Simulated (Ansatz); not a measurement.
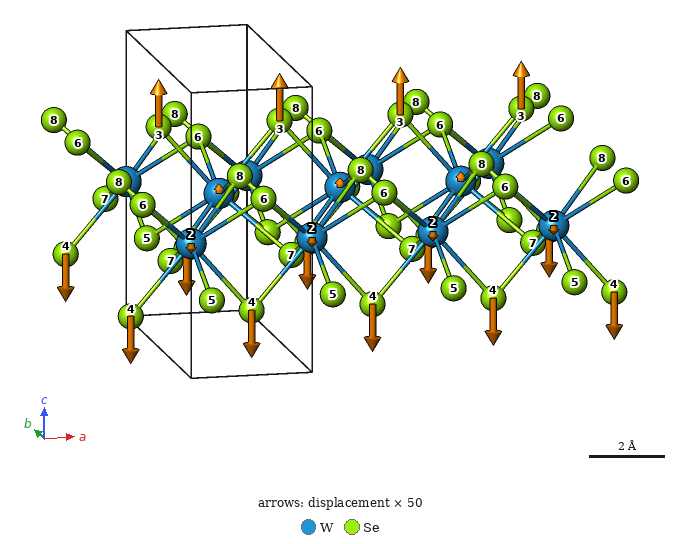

A relaxation of a crystal of WSe$_{3}$ (a generated structure, set up in Pmmn). The starting structure is drawn; orange arrows show the displacements (the part carried along by the change of the cell is left out), magnified 50 times.

The picture is a ball-and-stick view of the cell of the calculation, repeated 3 × 1 × 1 with one cell outlined, seen slightly off an axis.

Method: Ansatz 0.2.0, DFT PBE, scalar-relativistic, plane waves, PAW. Set-up: plane-wave cutoff 420 eV; k-point mesh 12 × 6 × 6; occupations gaussian; smearing width 0.1 eV; no spin polarisation; cell and atoms relaxed; force threshold 0.01 eV/Å; at most 80 steps.

Atoms of which element are displaced furthest, and by how much?

Selenium: up to 0.027 Å, against 0.006 Å for tungsten.

Describe the change and its energy.

Over 2 accepted moves (4 points after the start) the energy falls by 0.5 meV per atom. The largest force component goes from 0.11 to 0.0037 eV/Å. The pressure goes from −0.01 to −0.01 GPa. The line search rejected the trial step at point 1 of the run. At 1 point the geometry stayed and the basis and grid were re-selected for the new cell (energy shift of less than 0.05 meV per atom at most each time). The largest moves relative to the cell, 0.027 Å, are those of Se atoms. Largest moves by element: Se 0.027 Å, W 0.006 Å. The drawn cell changes as follows: a 3.343 → 3.324 Å (−0.6 %), b unchanged at 7.857 Å, c 7.888 → 7.875 Å (−0.2 %); the volume changes by −0.7 %. Near-neighbour distances that change, for instance: Se–W 2.548 → 2.556 Å, Se–W 2.698 → 2.692 Å. The space group stays Pmmn (No. 59).
